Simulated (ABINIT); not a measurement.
# Li: optical-spectrum calculation (part 2 of 2)

The same run, continued: Li (1 atom in the cell); Kohn-Sham DFT of a periodic cell, LDA, PseudoDojo NC SR LDA v0.4.1 standard, no spin polarisation (ABINIT 10.8.3); cutoff 816.34 eV, 14×14×14 k-mesh, fermi-dirac of 0.136 eV. The structure derives from an entry of the Crystallography Open Database.

Geometry of the input (Å; fractional positions):
```
-1.7547  1.7547  1.7547
1.7547  -1.7547  1.7547
1.7547  1.7547  -1.7547
Li 0.0000  0.0000  0.0000
```

## Output, continued
```
--- !ResultsGS
iteration_state: {dtset: 1, }
comment   : Summary of ground state results
lattice_vectors:
- [ -3.3158079,   3.3158079,   3.3158079, ]
- [  3.3158079,  -3.3158079,   3.3158079, ]
- [  3.3158079,   3.3158079,  -3.3158079, ]
lattice_lengths: [   5.74315,    5.74315,    5.74315, ]
lattice_angles: [109.471, 109.471, 109.471, ] # degrees, (23, 13, 12)
lattice_volume:   1.4582369E+02
convergence: {deltae: -1.785E-13, res2:  1.245E-15, residm:  1.054E-04, diffor: null, }
etotal    :  -7.11549289E+00
entropy   :   0.00000000E+00
fermie    :   5.99813668E-03
cartesian_stress_tensor: # hartree/bohr^3
- [  9.01261389E-05,   0.00000000E+00,   0.00000000E+00, ]
- [  0.00000000E+00,   9.01261389E-05,   0.00000000E+00, ]
- [  0.00000000E+00,   0.00000000E+00,   9.01261389E-05, ]
pressure_GPa:  -2.6516E+00
xred      :
- [  0.0000E+00,   0.0000E+00,   0.0000E+00, Li]
cartesian_forces: # hartree/bohr
- [ -0.00000000E+00,  -0.00000000E+00,  -0.00000000E+00, ]
force_length_stats: {min:   0.00000000E+00, max:   0.00000000E+00, mean:   0.00000000E+00, }
...

 Integrated electronic density in atomic spheres:
 ------------------------------------------------
 Atom  Sphere_radius  Integrated_density
    1        2.00000          2.17477578
================================================================================

 ----iterations are completed or convergence reached----

 Mean square residual over all n,k,spin=   26.536E-08; max=  10.535E-05
 reduced coordinates (array xred) for    1 atoms
       0.000000000000      0.000000000000      0.000000000000
 rms dE/dt=  0.0000E+00; max dE/dt=  0.0000E+00; dE/dt below (all hartree)
    1       0.000000000000      0.000000000000      0.000000000000

 cartesian coordinates (angstrom) at end:
    1      0.00000000000000     0.00000000000000     0.00000000000000

 cartesian forces (hartree/bohr) at end:
    1     -0.00000000000000    -0.00000000000000    -0.00000000000000
 frms,max,avg= 0.0000000E+00 0.0000000E+00   0.000E+00  0.000E+00  0.000E+00 h/b

 cartesian forces (eV/Angstrom) at end:
    1     -0.00000000000000    -0.00000000000000    -0.00000000000000
 frms,max,avg= 0.0000000E+00 0.0000000E+00   0.000E+00  0.000E+00  0.000E+00 e/A
 length scales=  5.743147828100  5.743147828100  5.743147828100 bohr
              =  3.039142947416  3.039142947416  3.039142947416 angstroms
 Fermi (or HOMO) energy (hartree) =   0.00600   Average Vxc (hartree)=  -0.25504
 Eigenvalues (hartree) for nkpt= 168  k points:
 kpt#   1, nband=  6, wtk=  0.00146, kpt= -0.0179 -0.0179  0.0536 (reduced coord)
  -1.67566   -0.11882    0.50034    0.50527    0.50527    0.66636
      occupation numbers for kpt#   1
   2.00000    2.00000    0.00000    0.00000    0.00000    0.00000
 prteigrs : prtvol=0 or 1, do not print more k-points.

--- !EnergyTerms
iteration_state     : {dtset: 1, }
comment             : Components of total free energy in Hartree
kinetic             :  5.12151852218824E+00
hartree             :  1.79422292725228E+00
xc                  : -1.56608123010119E+00
Ewald energy        : -2.46946608433943E+00
psp_core            :  5.37804067888064E-02
local_psp           : -5.54098964508823E+00
non_local_psp       : -4.50736050208859E+00
internal            : -7.11437560538811E+00
'-kT*entropy'       : -1.11728476424589E-03
total_energy        : -7.11549289015235E+00
total_energy_eV     : -1.93622425364467E+02
band_energy         : -3.39273527270834E+00
...

 Cartesian components of stress tensor (hartree/bohr^3)
  sigma(1 1)=  9.01261389E-05  sigma(3 2)=  0.00000000E+00
  sigma(2 2)=  9.01261389E-05  sigma(3 1)=  0.00000000E+00
  sigma(3 3)=  9.01261389E-05  sigma(2 1)=  0.00000000E+00

-Cartesian components of stress tensor (GPa)         [Pressure= -2.6516E+00 GPa]
- sigma(1 1)=  2.65160255E+00  sigma(3 2)=  0.00000000E+00
- sigma(2 2)=  2.65160255E+00  sigma(3 1)=  0.00000000E+00
- sigma(3 3)=  2.65160255E+00  sigma(2 1)=  0.00000000E+00

================================================================================
== DATASET  2 ==================================================================

--- !DatasetInfo
iteration_state: {dtset: 2, }
dimensions: {natom: 1, nkpt: 168, mband: 18, nsppol: 1, nspinor: 1, nspden: 1, mpw: 1165, }
cutoff_energies: {ecut:  30.0, pawecutdg:  -1.0, }
electrons: {nelect:   3.00000000E+00, charge:   0.00000000E+00, occopt:   3.00000000E+00, tsmear:   4.99790782E-03, }
meta: {optdriver: 0, ionmov: 0, optcell: 0, iscf: -3, paral_kgb: 0, }
...

 mkfilename : getden/=0, take file _DEN from output of DATASET   1.

 Exchange-correlation functional for the present dataset will be:
  LDA: Perdew-Wang 92 LSD fit to Ceperley-Alder data - ixc=7
  J.P.Perdew and Y.Wang, PRB 45, 13244 (1992)

 Real(R)+Recip(G) space primitive vectors, cartesian coordinates (Bohr,Bohr^-1):
 R(1)= -3.3158079  3.3158079  3.3158079  G(1)=  0.0000000  0.1507928  0.1507928
 R(2)=  3.3158079 -3.3158079  3.3158079  G(2)=  0.1507928  0.0000000  0.1507928
 R(3)=  3.3158079  3.3158079 -3.3158079  G(3)=  0.1507928  0.1507928  0.0000000
 Unit cell volume ucvol=  1.4582369E+02 bohr^3
 Angles (23,13,12)=  1.09471221E+02  1.09471221E+02  1.09471221E+02 degrees

 getcut: wavevector=  0.0000  0.0000  0.0000  ngfft=  30  30  30
         ecut(hartree)=     30.000   => boxcut(ratio)=   2.11858
--------------------------------------------------------------------------------

================================================================================

--- !BeginCycle
iteration_state: {dtset: 2, }
solver: {iscf: -3, nstep: 120, nline: 4, wfoptalg: 0, }
tolerances: {tolwfr: 1.00E-12, }
...

     iter   Etot(hartree)      deltaE(h)  residm     vres2
 Non-SCF case, kpt    1 ( -0.01786 -0.01786  0.05357), residuals and eigenvalues=
  4.86E-13  1.82E-14  9.03E-14  3.07E-13  2.26E-13  9.79E-13  3.66E-13  2.48E-13
  7.67E-13  8.57E-13  4.52E-14  2.07E-14  9.52E-13  4.09E-13  1.55E-09  2.73E-08
  1.86E-07  7.88E-10
 -1.6757E+00 -1.1882E-01  5.0034E-01  5.0527E-01  5.0527E-01  6.6636E-01
  6.6636E-01  7.0132E-01  7.1220E-01  7.1220E-01  7.4078E-01  7.8567E-01
  7.8567E-01  1.0879E+00  1.4635E+00  1.4635E+00  1.5041E+00  1.5986E+00
 prteigrs : prtvol=0 or 1, do not print more k-points.

--- !ResultsGS
iteration_state: {dtset: 2, }
comment   : Summary of ground state results
lattice_vectors:
- [ -3.3158079,   3.3158079,   3.3158079, ]
- [  3.3158079,  -3.3158079,   3.3158079, ]
- [  3.3158079,   3.3158079,  -3.3158079, ]
lattice_lengths: [   5.74315,    5.74315,    5.74315, ]
lattice_angles: [109.471, 109.471, 109.471, ] # degrees, (23, 13, 12)
lattice_volume:   1.4582369E+02
convergence: {deltae:  0.000E+00, res2:  0.000E+00, residm:  9.983E-13, diffor:  0.000E+00, }
etotal    :  -7.11549289E+00
entropy   :   0.00000000E+00
fermie    :   5.99813685E-03
cartesian_stress_tensor: null
pressure_GPa: null
xred      :
- [  0.0000E+00,   0.0000E+00,   0.0000E+00, Li]
cartesian_forces: null
force_length_stats: {min: null, max: null, mean: null, }
...

 Integrated electronic density in atomic spheres:
 ------------------------------------------------
 Atom  Sphere_radius  Integrated_density
    1        2.00000          2.17477578
================================================================================

 ----iterations are completed or convergence reached----

 Mean square residual over all n,k,spin=   30.847E-14; max=  99.831E-14
 reduced coordinates (array xred) for    1 atoms
       0.000000000000      0.000000000000      0.000000000000

 cartesian coordinates (angstrom) at end:
    1      0.00000000000000     0.00000000000000     0.00000000000000
 length scales=  5.743147828100  5.743147828100  5.743147828100 bohr
              =  3.039142947416  3.039142947416  3.039142947416 angstroms
 Eigenvalues (hartree) for nkpt= 168  k points:
 kpt#   1, nband= 18, wtk=  0.00146, kpt= -0.0179 -0.0179  0.0536 (reduced coord)
  -1.67566   -0.11882    0.50034    0.50527    0.50527    0.66636    0.66636    0.70132
   0.71220    0.71220    0.74078    0.78567    0.78567    1.08786    1.46350    1.46350
   1.50408    1.59864
      occupation numbers for kpt#   1
   2.00000    2.00000    0.00000    0.00000    0.00000    0.00000    0.00000    0.00000
   0.00000    0.00000    0.00000    0.00000    0.00000    0.00000    0.00000    0.00000
   0.00000    0.00000
 prteigrs : prtvol=0 or 1, do not print more k-points.

--- !EnergyTerms
iteration_state     : {dtset: 2, }
comment             : Components of total free energy in Hartree
kinetic             :  5.12151851577909E+00
hartree             :  1.79422292725228E+00
xc                  : -1.56608123010119E+00
Ewald energy        : -2.46946608433943E+00
psp_core            :  5.37804067888064E-02
local_psp           : -5.54098964508823E+00
non_local_psp       : -4.50736049843662E+00
internal            : -7.11437560814529E+00
'-kT*entropy'       : -1.11728476431148E-03
total_energy        : -7.11549289290960E+00
...

--- !EnergyTermsDC
iteration_state     : {dtset: 2, }
comment             : '"Double-counting" decomposition of free energy'
band_energy         : -3.39273527144303E+00
Ewald energy        : -2.46946608433943E+00
psp_core            :  5.37804067888064E-02
xc_dc               : -1.30595465639397E+00
internal            : -7.11437560538762E+00
'-kT*entropy'       : -1.11728476431148E-03
total_energy_dc     : -7.11549289015193E+00
...

================================================================================
== DATASET  3 ==================================================================

--- !DatasetInfo
iteration_state: {dtset: 3, }
dimensions: {natom: 1, nkpt: 168, mband: 14, nsppol: 1, nspinor: 1, nspden: 1, mpw: 1165, }
cutoff_energies: {ecut:  30.0, pawecutdg:  -1.0, }
electrons: {nelect:   3.00000000E+00, charge:   0.00000000E+00, occopt:   3.00000000E+00, tsmear:   4.99790782E-03, }
meta: {optdriver: 8, wfk_task: 7, }
...

 mkfilename : getwfk/=0, take file _WFK from output of DATASET   2.

 Exchange-correlation functional for the present dataset will be:
  LDA: Perdew-Wang 92 LSD fit to Ceperley-Alder data - ixc=7
  J.P.Perdew and Y.Wang, PRB 45, 13244 (1992)

--------------------------------------------------------------------------------

 Computation of velocity matrix elements (DDK)

 Parameters extracted from the Abinit header:
    ecut:     30.0
    nkpt:    5488
    mband:   18
    nsppol:  1
    nspinor: 1
    useylm:  0
    inclvkb: 2
    bmin: 1, bmax: 18
    Computing diagonal and off-diagonal matrix elements
    Between band index bmin: 1, bmax: 18

== END DATASET(S) ==============================================================
================================================================================

 -outvars: echo values of variables after computation  --------
            acell      5.7431478281E+00  5.7431478281E+00  5.7431478281E+00 Bohr
           etotal1    -7.1154928902E+00
           etotal2    -7.1154928902E+00
           etotal3     0.0000000000E+00
            fcart1    -0.0000000000E+00 -0.0000000000E+00 -0.0000000000E+00
            fcart3     0.0000000000E+00  0.0000000000E+00  0.0000000000E+00
            rprim     -5.7735026920E-01  5.7735026920E-01  5.7735026920E-01
                       5.7735026920E-01 -5.7735026920E-01  5.7735026920E-01
                       5.7735026920E-01  5.7735026920E-01 -5.7735026920E-01
           strten1     9.0126138901E-05  9.0126138901E-05  9.0126138901E-05
                       0.0000000000E+00  0.0000000000E+00  0.0000000000E+00
           strten3     0.0000000000E+00  0.0000000000E+00  0.0000000000E+00
                       0.0000000000E+00  0.0000000000E+00  0.0000000000E+00
 Calculation completed.
```

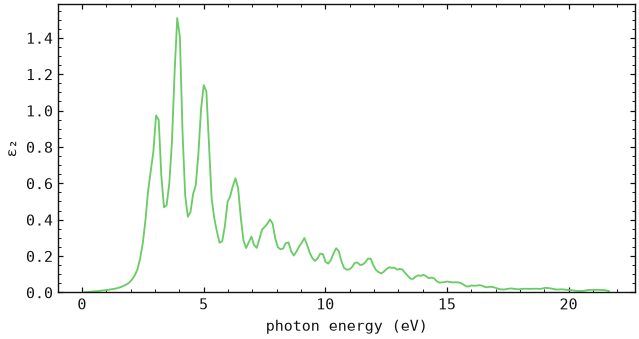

Imaginary part of the dielectric function (first component that the program prints). The highest peak, 1.5, lies at 3.92 eV.

## Summary

| quantity | value |
| --- | --- |
| outcome | converged |
| space group (tolerance 0.01 Å) | Im-3m (229) |
| electrons treated | 3 |
| free energy | −193.6224 eV |
| Fermi energy | 0.163 eV |
| pressure | −2.65 GPa |
| largest force (length of the vector) | under 0.001 eV/Å |
| wall time | 84 s |
| peak memory | 2 GiB |

## Notes

Points of doubt noted for this run: cutoff too low for stress; no intraband term.
